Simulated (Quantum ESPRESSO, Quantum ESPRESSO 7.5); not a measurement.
## 1T-HfS2, 2 layers, AA stacking, stepped through biaxial strain

Wanted: a table for 1T-HfS2, 2 layers, AA stacking against biaxial strain, and what can be fitted to it.

Main program and level: Quantum ESPRESSO 7.5; plane-wave DFT, PBE, GBRV ultrasoft pseudopotentials (geometry by pw.x at PBE-D3(BJ), GBRV ultrasoft).

## Step 1: Starting point

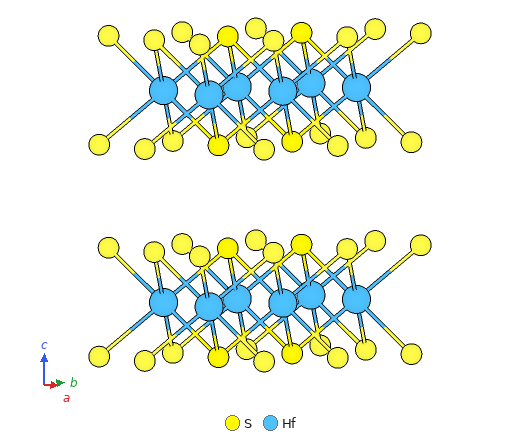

Start, viewed from the side, with the c axis up; sulfur yellow, hafnium blue. 1×2×1 cells are drawn. Some periodic images of atoms are drawn too.

The cell holds 6 atoms: 4 S and 2 Hf. Cell: a = 3.640 Å, b = 3.640 Å, c = 24.624 Å, α = 90.0°, β = 90.0°, γ = 120.0°. It derives from HfS2. Vacuum lies along c.

As a file:

```cif
data_structure
_symmetry_space_group_name_H-M 'P 1'
_symmetry_Int_Tables_number 1
_cell_length_a 3.6400
_cell_length_b 3.6400
_cell_length_c 24.6243
_cell_angle_alpha 90.000
_cell_angle_beta 90.000
_cell_angle_gamma 120.000
_cell_volume 282.55
loop_
_atom_site_label
_atom_site_type_symbol
_atom_site_fract_x
_atom_site_fract_y
_atom_site_fract_z
_atom_site_occupancy
S1 S 0.66667 0.33333 0.30458 1
Hf2 Hf 0.00000 0.00000 0.36980 1
S3 S 0.33333 0.66667 0.43502 1
S4 S 0.66667 0.33333 0.56498 1
Hf5 Hf 0.00000 0.00000 0.63020 1
S6 S 0.33333 0.66667 0.69542 1
```

Set-up: Cell and atoms are first relaxed with a D3(BJ) correction; each strained cell is then held and the atoms relax in it. A periodic run with 15 Å of vacuum in the starting cell gives the vacuum levels, and bands follow along a path.

Members -2, -1, 0, 1 and 2 took the same steps and show in the table alone.

## Step 2: Variable-cell relaxation of the reference

What the set-up leaves free in this member is relaxed.

Input file ref.relax.in:

```
&control
  prefix = 'ref.relax'
  outdir = './out'
  pseudo_dir = './pseudo'
  nstep = 80
  forc_conv_thr = 0.0004
  calculation = 'vc-relax'
  etot_conv_thr = 1e-06
/
&system
  ibrav = 0
  nat = 6
  ntyp = 2
  ecutwfc = 50
  ecutrho = 250
  vdw_corr = 'grimme-d3'
  dftd3_version = 4
  occupations = 'smearing'
  smearing = 'fd'
  degauss = 0.004
/
&electrons
  conv_thr = 1e-09
  mixing_beta = 0.4
  electron_maxstep = 120
  mixing_mode = 'plain'
/
&ions
/
&cell
  cell_dofree = '2Dxy'
  press_conv_thr = 0.3
/
ATOMIC_SPECIES
  S   32.0600  s_pbe_v1.4.uspp.F.UPF
  Hf  178.4900  hf_pbe_v1.uspp.F.UPF
CELL_PARAMETERS angstrom
  3.64000000000000 0.00000000000000 0.00000000000000
  -1.82000000000000 3.15233246977536 0.00000000000000
  0.00000000000000 0.00000000000000 24.62431838148349
ATOMIC_POSITIONS crystal
  S   0.666666666700 0.333333333300 0.304576958591
  Hf  0.000000000000 0.000000000000 0.369800270379
  S   0.333333333300 0.666666666700 0.435023582167
  S   0.666666666700 0.333333333300 0.564976417833
  Hf  0.000000000000 0.000000000000 0.630199729621
  S   0.333333333300 0.666666666700 0.695423041409
K_POINTS automatic
  12 12 1 0 0 0
```

Command:

```console
$ OMP_NUM_THREADS=1 mpirun -n 4 pw.x -nk 4 -in ref.relax.in > ref.relax.out
```

Output:

```text
Program PWSCF v.7.5 starts
[citation notice left out]

     Parallel version (MPI & OpenMP), running on       4 processor cores
     Number of MPI processes:                 4
     Threads/MPI process:                     1

     MPI processes distributed on     1 nodes
[...]
Current dimensions of program PWSCF are:
     Max number of different atomic species (ntypx) = 10
     Max number of k-points (npk) =  40000
     Max angular momentum in pseudopotentials (lmaxx) =  4
     Message from routine setup:
     using ibrav=0 with symmetry is DISCOURAGED, use correct ibrav instead

     K-points division:     npool     =       4
     Subspace diagonalization in iterative solution of the eigenvalue problem:
     a serial algorithm will be used

     G-vector sticks info
     --------------------
     sticks:   dense  smooth     PW     G-vecs:    dense   smooth      PW
     Sum         817     649    199               127351    91133   14699

     Using Slab Decomposition

     bravais-lattice index     =            0
     lattice parameter (alat)  =       6.8786  a.u.
     unit-cell volume          =    1906.7520 (a.u.)^3
     number of atoms/cell      =            6
     number of atomic types    =            2
     number of electrons       =        48.00
     number of Kohn-Sham states=           29
     kinetic-energy cutoff     =      50.0000  Ry
     charge density cutoff     =     250.0000  Ry
     scf convergence threshold =      1.0E-09
     mixing beta               =       0.4000
     number of iterations used =            8  plain     mixing
     energy convergence thresh.=      1.0E-06
     force convergence thresh. =      4.0E-04
     press convergence thresh. =      3.0E-01
     Exchange-correlation= SLA  PW   PBE  PBE
                           (   1   4   3   4   0   0   0)
     nstep                     =           80

     celldm(1)=   6.878603  celldm(2)=   0.000000  celldm(3)=   0.000000
     celldm(4)=   0.000000  celldm(5)=   0.000000  celldm(6)=   0.000000

     crystal axes: (cart. coord. in units of alat)
               a(1) = (   1.000000   0.000000   0.000000 )
               a(2) = (  -0.500000   0.866025   0.000000 )
               a(3) = (   0.000000   0.000000   6.764923 )

     reciprocal axes: (cart. coord. in units 2 pi/alat)
               b(1) = (  1.000000  0.577350 -0.000000 )
               b(2) = (  0.000000  1.154701  0.000000 )
               b(3) = (  0.000000 -0.000000  0.147821 )

     PseudoPot. # 1 for S  read from file:
     ./pseudo/s_pbe_v1.4.uspp.F.UPF
     Pseudo is Ultrasoft + core correction, Zval =  6.0
     Generated by new atomic code, or converted to UPF format
     Using radial grid of  907 points,  6 beta functions with:
                l(1) =   0
                l(2) =   0
                l(3) =   1
                l(4) =   1
                l(5) =   2
                l(6) =   2
     Q(r) pseudized with  8 coefficients,  rinner =    1.300   1.300   1.300
                                                       1.300   1.300

     PseudoPot. # 2 for Hf read from file:
     ./pseudo/hf_pbe_v1.uspp.F.UPF
     Pseudo is Ultrasoft + core correction, Zval = 12.0
     Generated by new atomic code, or converted to UPF format
     Using radial grid of  921 points,  8 beta functions with:
                l(1) =   0
                l(2) =   0
                l(3) =   0
                l(4) =   1
                l(5) =   1
                l(6) =   2
                l(7) =   2
                l(8) =   3
     Q(r) pseudized with  6 coefficients,  rinner =    1.200   1.200   1.200
                                                       1.200   1.200   1.200
                                                       1.200

     atomic species   valence    mass     pseudopotential
     S                 6.00    32.06000     S ( 1.00)
     Hf               12.00   178.49000     Hf( 1.00)

     12 Sym. Ops., with inversion, found

   Cartesian axes

     site n.     atom                  positions (alat units)
         1        S      tau(   1) = (   0.5000000   0.2886751   2.0604396  )
         2        Hf     tau(   2) = (   0.0000000   0.0000000   2.5016702  )
         3        S      tau(   3) = (  -0.0000000   0.5773503   2.9429009  )
         4        S      tau(   4) = (   0.5000000   0.2886751   3.8220218  )
         5        Hf     tau(   5) = (   0.0000000   0.0000000   4.2632524  )
         6        S      tau(   6) = (  -0.0000000   0.5773503   4.7044831  )

     --------------------------------------------
     DFT-D3 Dispersion Correction (3-body terms):
     --------------------------------------------
       Reference C6 values for interpolation:

         atom   Coordination number   C6
         S          0.000           268.01
         S          0.995           261.99
         S          1.990           251.62
         Hf         0.000          2882.48
         Hf         1.925          1560.77
         Hf         3.884           841.95

       Values used:

         atom   Coordination number  R0_AB[au]  C6      C8
         S          3.061            3.128    251.62  12327.26
         Hf         8.960            4.011    841.95 170130.07
         S          3.099            3.128    251.62  12327.26
         S          3.099            3.128    251.62  12327.26
         Hf         8.960            4.011    841.95 170130.07
         S          3.061            3.128    251.62  12327.26

         Molecular C6 ( Ry / a.u.^6 ) =     14721.22

     number of k points=    19  Fermi-Dirac smearing, width (Ry)=  0.0040
                       cart. coord. in units 2pi/alat
        k(    1) = (   0.0000000   0.0000000   0.0000000), wk =   0.0138889
        k(    2) = (   0.0000000   0.0962250   0.0000000), wk =   0.0833333
        k(    3) = (   0.0000000   0.1924501   0.0000000), wk =   0.0833333
        k(    4) = (   0.0000000   0.2886751   0.0000000), wk =   0.0833333
        k(    5) = (   0.0000000   0.3849002   0.0000000), wk =   0.0833333
        k(    6) = (   0.0000000   0.4811252   0.0000000), wk =   0.0833333
        k(    7) = (   0.0000000  -0.5773503   0.0000000), wk =   0.0416667
        k(    8) = (   0.0833333   0.1443376   0.0000000), wk =   0.0833333
        k(    9) = (   0.0833333   0.2405626   0.0000000), wk =   0.1666667
        k(   10) = (   0.0833333   0.3367877   0.0000000), wk =   0.1666667
[...]
k(   19) = (   0.3333333   0.5773503   0.0000000), wk =   0.0277778

     Dense  grid:   127351 G-vectors     FFT dimensions: (  36,  36, 240)

[...]
Forces acting on atoms (cartesian axes, Ry/au):

     atom    1 type  1   force =    -0.00000000   -0.00000000    0.03214926
     atom    2 type  2   force =    -0.00000000   -0.00000000    0.00135662
     atom    3 type  1   force =     0.00000000    0.00000000   -0.02950111
     atom    4 type  1   force =    -0.00000000   -0.00000000    0.02950111
     atom    5 type  2   force =    -0.00000000   -0.00000000   -0.00135662
     atom    6 type  1   force =    -0.00000000   -0.00000000   -0.03214926

     Total force =     0.061737     Total SCF correction =     0.000022

     Computing stress (Cartesian axis) and pressure

     negative rho (up, down):  2.349E-01 0.000E+00
          total   stress  (Ry/bohr**3)                   (kbar)     P=      -17.37
  -0.00007050   0.00000000   0.00000000          -10.37        0.00        0.00
   0.00000000  -0.00007050   0.00000000            0.00      -10.37        0.00
   0.00000000   0.00000000  -0.00021323            0.00        0.00      -31.37

     Energy error            =      1.5E-02 Ry
     Gradient error          =      3.2E-02 Ry/Bohr
     Cell gradient error     =      1.0E+01 kbar

     number of scf cycles    =   3
     number of bfgs steps    =   2

     enthalpy           old  =    -415.1124980047 Ry
     enthalpy           new  =    -415.1271656172 Ry

     CASE: enthalpy          _new < enthalpy          _old

     new trust radius        =       0.1095538343 bohr
     new conv_thr            =       0.0000000008 Ry

     new unit-cell volume =   1839.16911 a.u.^3 (   272.53674 Ang^3 )
     density =      2.95640 g/cm^3

CELL_PARAMETERS (angstrom)
   3.574909950  -0.000000000   0.000000000
  -1.787454975   3.095962833   0.000000000
   0.000000000   0.000000000  24.624318381

ATOMIC_POSITIONS (crystal)
S                0.6666666667        0.3333333333        0.3100517282
Hf              -0.0000000000       -0.0000000000        0.3699614586
S                0.3333333333        0.6666666667        0.4298314124
S                0.6666666667        0.3333333333        0.5701685876
Hf               0.0000000000        0.0000000000        0.6300385414
S                0.3333333333        0.6666666667        0.6899482718

[...]
NEW-OLD atomic charge density approx. for the potential
     New effective cutoffs (rho, wfc):  259.03   51.83

     Check: negative core charge=   -0.000005

     negative rho (up, down):  2.343E-01 0.000E+00

     total cpu time spent up to now is      181.9 secs

     per-process dynamical memory:   173.6 Mb

[...]
!    total energy              =    -415.13396913 Ry
[...]
Total force =     0.003447     Total SCF correction =     0.000024
[...]
number of bfgs steps    =   3
[...]
new trust radius        =       0.0151017672 bohr
[...]
!    total energy              =    -415.13428890 Ry
[...]
Total force =     0.006378     Total SCF correction =     0.000017
[...]
number of bfgs steps    =   4
[...]
new trust radius        =       0.0166119439 bohr
[...]
!    total energy              =    -415.13459021 Ry
[...]
Total force =     0.007997     Total SCF correction =     0.000030
[...]
number of bfgs steps    =   5
[...]
new trust radius        =       0.0249179159 bohr
[...]
!    total energy              =    -415.13734991 Ry
[...]
Total force =     0.019327     Total SCF correction =     0.000021
[...]
number of bfgs steps    =  17
[...]
new trust radius        =       0.2097379662 bohr
[...]
Self-consistent Calculation

     iteration #  1     ecut=    50.00 Ry     beta= 0.40
     Davidson diagonalization with overlap
     ethr =  1.00E-06,  avg # of iterations = 15.2

     negative rho (up, down):  2.303E-01 0.000E+00

     total cpu time spent up to now is     1074.9 secs

     total energy              =    -414.65672092 Ry
     estimated scf accuracy    <       0.96369793 Ry

[...]
iteration # 15     ecut=    50.00 Ry     beta= 0.40
[...]
negative rho (up, down):  2.329E-01 0.000E+00

[...]
End of self-consistent calculation

          k = 0.0000 0.0000 0.0000 ( 11475 PWs)   bands (ev):

   -61.6892 -61.6892 -30.3726 -30.3724 -30.2551 -30.2551 -30.2551 -30.2551
   -12.8617 -12.7120 -11.4370 -11.2073  -4.3255  -3.6794  -2.5425  -2.5425
    -2.5169  -2.5169  -1.1719  -0.1890   0.0894   0.0894   0.1705   0.1705
     2.2338   2.2338   2.2612   2.2612   2.9775

          k = 0.0000 0.0970 0.0000 ( 11419 PWs)   bands (ev):

   -61.6887 -61.6887 -30.3699 -30.3697 -30.2693 -30.2693 -30.2583 -30.2583
   -12.7788 -12.6294 -11.4385 -11.2188  -4.2346  -3.6075  -2.7489  -2.6558
    -2.5020  -2.4708  -0.9278  -0.4501  -0.3415  -0.1202  -0.0709  -0.0245
     2.2580   2.2936   2.4906   2.5192   3.1151

          k = 0.0000 0.1939 0.0000 ( 11371 PWs)   bands (ev):

   -61.6874 -61.6874 -30.3624 -30.3622 -30.3078 -30.3078 -30.2669 -30.2669
   -12.5450 -12.3975 -11.4414 -11.2496  -3.9917  -3.4410  -3.1050  -2.8552
    -2.4029  -2.3570  -1.4472  -1.3567  -0.5476  -0.5128  -0.4022  -0.0216
     2.1066   2.1347   3.0303   3.0424   3.4517

          k = 0.0000 0.2909 0.0000 ( 11353 PWs)   bands (ev):

   -61.6857 -61.6857 -30.3613 -30.3612 -30.3506 -30.3505 -30.2787 -30.2787
   -12.2097 -12.0689 -11.4357 -11.2838  -3.7894  -3.3702  -3.3100  -2.9683
    -2.3984  -2.3110  -2.2445  -2.0998  -0.8330  -0.7126  -0.5425  -0.1950
     1.8318   1.8723   3.5378   3.5773   3.8121

          k = 0.0000 0.3879 0.0000 ( 11372 PWs)   bands (ev):

   -61.6839 -61.6839 -30.4117 -30.4117 -30.3412 -30.3411 -30.2904 -30.2904
   -11.8776 -11.7564 -11.3838 -11.2734  -4.0529  -3.8423  -3.3516  -2.9824
    -2.6179  -2.2946  -2.2083  -2.0864  -0.9850  -0.9559  -0.8537  -0.5072
     1.5865   1.6557   3.9427   3.9950   4.1471

          k = 0.0000 0.4848 0.0000 ( 11386 PWs)   bands (ev):

   -61.6826 -61.6826 -30.4489 -30.4488 -30.3336 -30.3335 -30.2990 -30.2990
   -11.7020 -11.6210 -11.2328 -11.1523  -4.5330  -4.4213  -3.2577  -2.8754
    -2.3361  -2.2948  -2.2383  -2.0209  -1.3445  -1.0102  -0.8660  -0.7872
     1.4470   1.5206   4.2484   4.2781   4.3707

[...]
the Fermi energy is     0.7629 ev

!    total energy              =    -415.13780031 Ry
     estimated scf accuracy    <          3.8E-11 Ry
     smearing contrib. (-TS)   =      -0.00000009 Ry
     internal energy E=F+TS    =    -415.13780022 Ry

     The total energy is F=E-TS. E is the sum of the following terms:
     one-electron contribution =   -1860.21761368 Ry
     hartree contribution      =     933.45956320 Ry
     xc contribution           =    -185.38419029 Ry
     ewald contribution        =     697.12511480 Ry
     DFT-D3 Dispersion         =      -0.12067425 Ry

     convergence has been achieved in  15 iterations

     negative rho (up, down):  2.329E-01 0.000E+00

     Forces acting on atoms (cartesian axes, Ry/au):

     atom    1 type  1   force =     0.00000000    0.00000000   -0.00930407
     atom    2 type  2   force =     0.00000000    0.00000000   -0.00021638
     atom    3 type  1   force =    -0.00000000   -0.00000000    0.00926917
     atom    4 type  1   force =     0.00000000    0.00000000   -0.00926917
     atom    5 type  2   force =     0.00000000    0.00000000    0.00021638
     atom    6 type  1   force =     0.00000000    0.00000000    0.00930407

     Total force =     0.018576     Total SCF correction =     0.000012

     Computing stress (Cartesian axis) and pressure

     negative rho (up, down):  2.329E-01 0.000E+00
          total   stress  (Ry/bohr**3)                   (kbar)     P=        6.64
   0.0000
```

Run time: 24 min. Hardware: 4 MPI ranks of Arm Neoverse V1, shared host; peak memory 1.5 GiB; 1.6 h of CPU time.

Step by step (22 of 24):

```tsv
step	energy less that of the first step (eV)	largest force (eV/Å)	volume (Å³)
1	0.0000	1.7778	282.55
2	-0.2774	1.3421	279.38
3	-0.4769	0.8266	276.22
4	-0.5695	0.0401	272.54
5	-0.5739	0.1052	273.50
6	-0.5780	0.1286	274.56
8	-0.5880	0.0819	278.54
9	-0.5886	0.0468	279.14
10	-0.5890	0.0489	279.23
11	-0.5894	0.0701	279.21
12	-0.5901	0.0932	279.15
13	-0.5913	0.1185	279.08
14	-0.5932	0.1468	278.99
15	-0.5961	0.1783	278.87
16	-0.6006	0.2120	278.71
17	-0.6072	0.2443	278.55
19	-0.6216	0.2392	278.23
20	-0.6255	0.1965	278.41
21	-0.6312	0.0292	278.88
22	-0.6313	0.0021	278.92
23	-0.6313	0.0009	278.92
24	-0.6325	0.0008	278.92
```

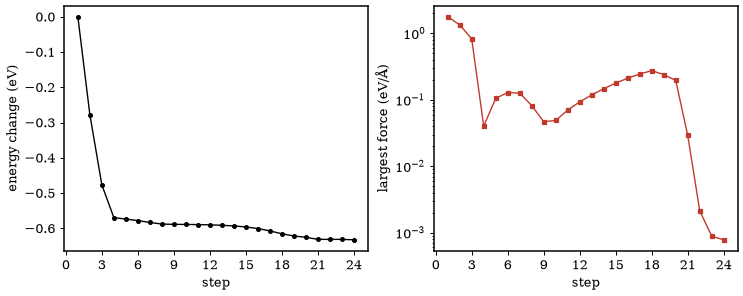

Energy and largest force along the relaxation.

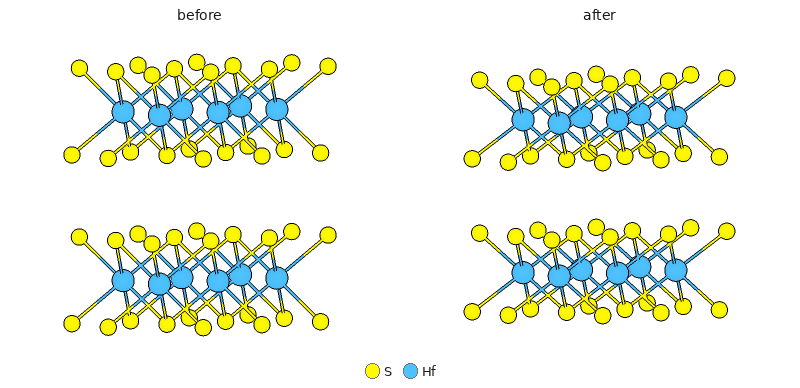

Before and after, at one scale.

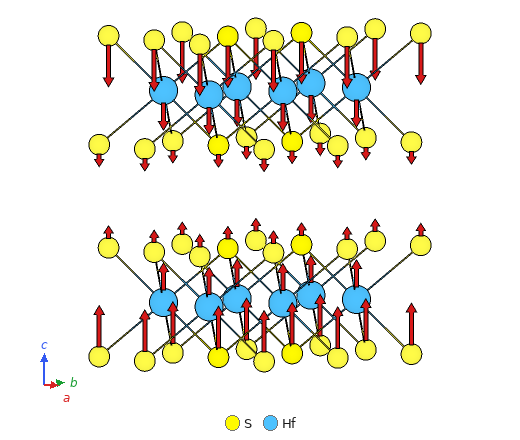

Displacements in the relaxation, exaggerated, measured against the changing cell; the longest in the cell stands for 0.45 Å. 1×2×1 cells are drawn. Some periodic images of atoms are drawn too.

```tsv
cell as run	before	after	change
a (Å)	3.640	3.617	-0.6 %
b (Å)	3.640	3.617	-0.6 %
```

The atoms that moved most (Å, along periodic axes as changes of fractional coordinates times the final cell, across vacuum about the mean position):

```tsv
atom	dx	dy	dz	length
S1	0.000	0.000	0.453	0.453
S6	0.000	0.000	-0.453	0.453
Hf5	0.000	0.000	-0.301	0.301
Hf2	0.000	0.000	0.301	0.301
S4	0.000	0.000	-0.146	0.146
S3	0.000	0.000	0.146	0.146
```

Final coordinates:

```xyz
6
Lattice="3.6165 0.0000 0.0000 -1.8083 3.1320 0.0000 0.0000 0.0000 24.6243" Properties=species:S:1:pos:R:3
S     1.8083    1.0440    7.9532
Hf    0.0000    0.0000    9.4071
S     0.0000    2.0880   10.8581
S     1.8083    1.0440   13.7663
Hf    0.0000    0.0000   15.2172
S     0.0000    2.0880   16.6711
```

 The last row is no step: it is a fresh SCF in the final cell with a new plane-wave basis, -1 meV from the row before.

Read from the output:

| Property | Result |
| --- | --- |
| free energy | -5648.2484 eV |
| Fermi energy | 0.7359 eV |

(Part 1 of 6 ends here.)

[Logs are printed without paths, hosts, clocks, repeated set-up lines and the standing remarks that a program may print on its own settings, such as how far it seeks lower states.]

[Hosts, paths, dates, database ids (printed as entryN), source tags and the programs' standing remarks are cut or masked in the printed files.]

[Maps of the electrostatic potential energy from Ansatz leave out the sawtooth potential of an applied field or a dipole correction, so their vacuum need not be flat; planar profiles and work functions include it.]
